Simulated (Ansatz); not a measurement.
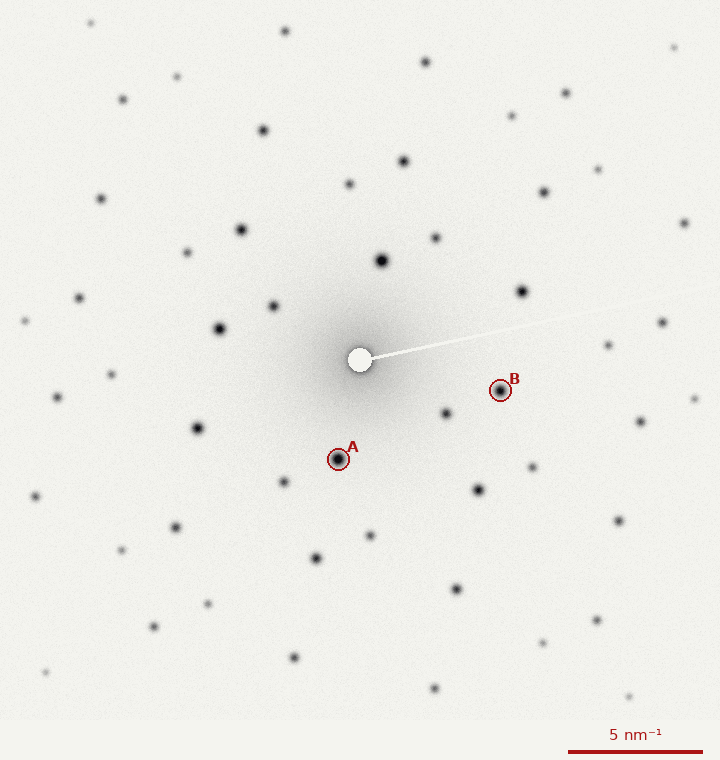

Simulated selected-area electron diffraction pattern (200 kV, kinematic approximation, thin crystal, B = 0.3 Å² for all atoms). Two individuals of a reflection twin are superposed (a geometric construction: whether this twin forms is not tested; the second individual is smaller and so fainter). Crystal: Pt, space group Pm-3m (No. 221), a = 2.624 Å, zone axis [110]. Structure: the geometry relaxed with DFT PBE, scalar-relativistic, plane waves, PAW (Ansatz 0.2.0); the starting structure was generated, so it need not be a known form of this composition.

In the first individual spot A is 0 0 -1 and spot B is -1 1 0.

Find the twin plane.

(1-1-1). The spot positions of the combined pattern are mirror-symmetric about the row through 1 -1 -1 (d = 1.515 Å), which both individuals share, while a single individual has only symmetry 2mm without that mirror line. Friedel's law adds the mirror line at right angles, so a twin on (1-12) would give the same picture; the more widely spaced plane was used.

Which other reflections coincide?

Off the common row, 1 -1 2, 0 0 3, 2 -2 1 and their kin fall on spots of the second individual; about 36 % of the first individual's visible spots are shared.
